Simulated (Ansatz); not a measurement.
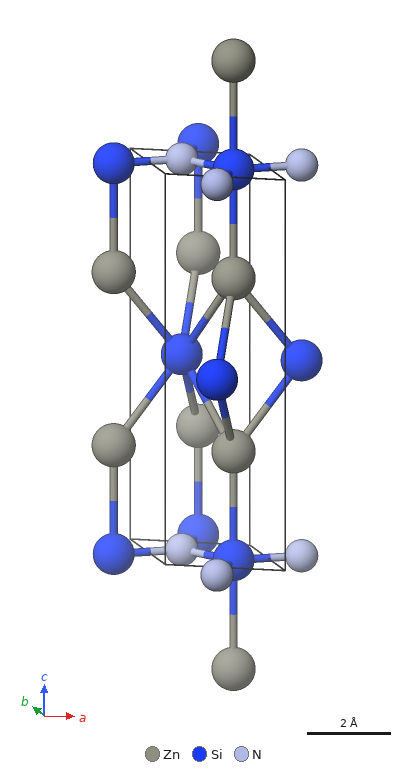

Ball-and-stick drawing of the structure, looking slightly off an axis. The lines enclose the conventional unit cell; boundary atoms appear with their images. Bonded neighbours in the next cells are drawn too. Cell: a = 2.99 Å, b = 2.99 Å, c = 9.71 Å, α = 90.00°, β = 90.00°, γ = 120.00°.

The structure comes from a random cell made by a generator, so it need not be a real form of the compound. Earlier steps of the study may have refined or changed the cell and positions. It was the input of a calculation with Ansatz.

Describe the crystal.

Answer. The stoichiometry is Zn$_{2}$Si$_{2}$N. Space group: P-6m2 (No. 187). Lattice: primitive hexagonal. With Z = 1, the cell contains 2 Zn, 2 Si, 1 N. The neighbours of Zn are four Si at about 2.7 to 2.8 Å. N is linked to three Si in a trigonal planar arrangement at about 1.7 Å. Si takes two kinds of site: 1d with six Zn at about 2.8 Å; 1e with three N and two Zn in a distorted trigonal bipyramidal arrangement (about 1.7 Å to N, 2.7 Å to Zn). The bonds build a three-dimensional framework.

The calculation used Ansatz, DFT PBE, scalar-relativistic, plane waves, PAW, with plane waves up to 420 eV, 12×12×4 k-mesh, Gaussian smearing of 0.1 eV, no spin polarisation.

Predict the gap.

Answer. A metal: bands cross the Fermi level.

What does a Bader analysis give?

Answer. Zn +0.07 e; Si -0.22 to +2.43 e; N -2.35 e.

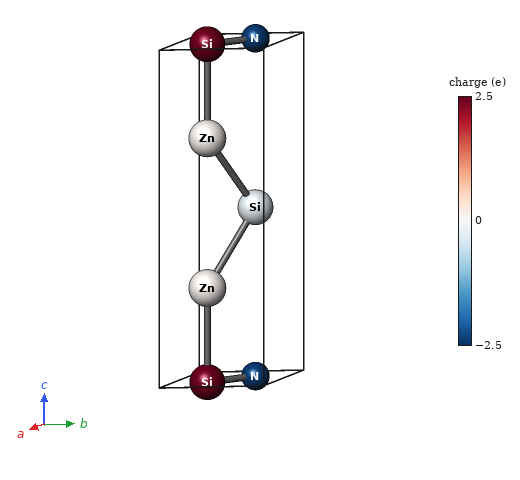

The atoms coloured by those charges. The run's cell of 5 atoms is drawn.

Has the structure come to rest?

Answer. Yes. All forces vanish to within 0.01 eV/Å. The pressure is 0.0 GPa, close to zero.
